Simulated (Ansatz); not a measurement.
## Geometry relaxation of TiAl3

The run: geometry relaxation of TiAl3 (4 atoms in the cell). Method and program: DFT, b3-lyp, plane waves, PAW (Ansatz 0.2.0).

The structure derives from a Materials Project entry.

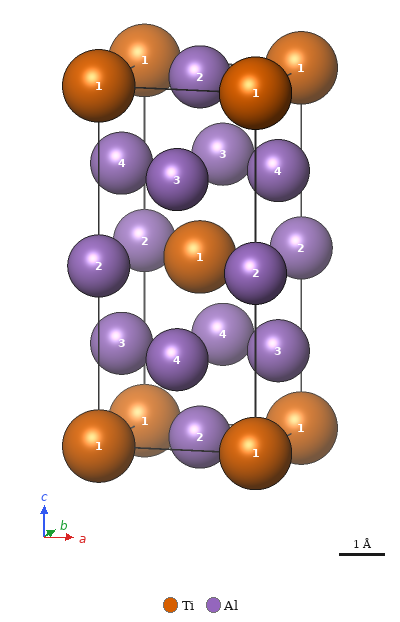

The input geometry (spheres-only view of the cell 2 times as large as that of the calculation, set on its symmetry axes, seen slightly off an axis; atoms are numbered from 1 in the order of the input).

## Input
```yaml
crystal:
  lattice:
    - [-1.8442069221, 1.8442069221, 4.1237585239]
    - [1.8442069221, -1.8442069221, 4.1237585239]
    - [1.8442069221, 1.8442069221, -4.1237585239]
  atoms:
    - { symbol: Ti, position: [0.0, 0.0, 0.0] }
    - { symbol: Al, position: [0.5, 0.5, 0.0] }
    - { symbol: Al, position: [0.75, 0.25, 0.5] }
    - { symbol: Al, position: [0.25, 0.75, 0.5] }
basis:
  ecutwfc: 420
kpoints:
  mp_grid: { grid: [16, 16, 16] }
hamiltonian:
  xc: b3-lyp
scf:
  occupations: { method: gaussian, width: 0.1 }
  max_iter: 80
output:
  forces: true
  eigenvalues: true
  stress: true
relax:
  adjacent_minimum: "off"
  f_tol: 0.01
  max_steps: 30
  cell: { stress_tol: 0.1, fix: [volume] }
```

Hardware: 1 thread of Arm Neoverse V1, 24 GiB of memory available, shared host.

Launched with:
```bash
ansatz run input.yaml --threads 1 --pin off --max-ram 2560MiB --backend cpu --events-out ev --progress --plain --runs-dir out
```

## Log
```
Error: YAML parse error: error: line 16 column 7: hamiltonian.xc: unknown variant `b3-lyp`, expected one of `lda`, `lda-pw`, `pw92`, `pbe`, `pbesol`, `rpbe`, `revpbe`, `blyp`, `pbe0`, `revpbe0`, `b3lyp`, `b3lyp5`, `hse06`, `wpbeh`, `hiss`, `lc_wpbe`, `cam_b3lyp`, `hf`, `r2scan`, `r2scanh`, `r2scan0`, `r2scan50`, `mr2scan`
  --> <input>:16:7
   |
14 |   mp_grid: { grid: [16, 16, 16] }
15 | hamiltonian:
16 |   xc: b3-lyp
   |       ^ hamiltonian.xc: unknown variant `b3-lyp`, expected one of `lda`, `lda-pw`, `pw92`, `pbe`, `pbesol`, `rpbe`, `revpbe`, `blyp`, `pbe0`, `revpbe0`, `b3lyp`, `b3lyp5`, `hse06`, `wpbeh`, `hiss`, `lc_wpbe`, `cam_b3lyp`, `hf`, `r2scan`, `r2scanh`, `r2scan0`, `r2scan50`, `mr2scan`
17 | scf:
18 |   occupations: { method: gaussian, width: 0.1 }
   |
```

## What the run reported

```csv
quantity,value
outcome,refused by the program
space group (tolerance 0.01 Å),I4/mmm (139)
```

## What went wrong

The input was spoiled on purpose: an unknown functional (`hamiltonian.xc`). The program refused the input: “YAML parse error: error: line 16 column 7: hamiltonian.xc: unknown variant `b3-lyp`, expected one of `lda`, `lda-pw`, `pw92`, `pbe`, `pbesol`, `rpbe`, `revpbe`, `blyp`, `pbe0`, `revpbe0`, `b3lyp`, `b3lyp5`, `hse06`, `wpbeh`, `hiss`, `lc_wpbe`, `cam_b3lyp`, `hf`, `r2scan`, `r2scanh`, `r2scan0`, `r2scan50`, `mr2scan` …”
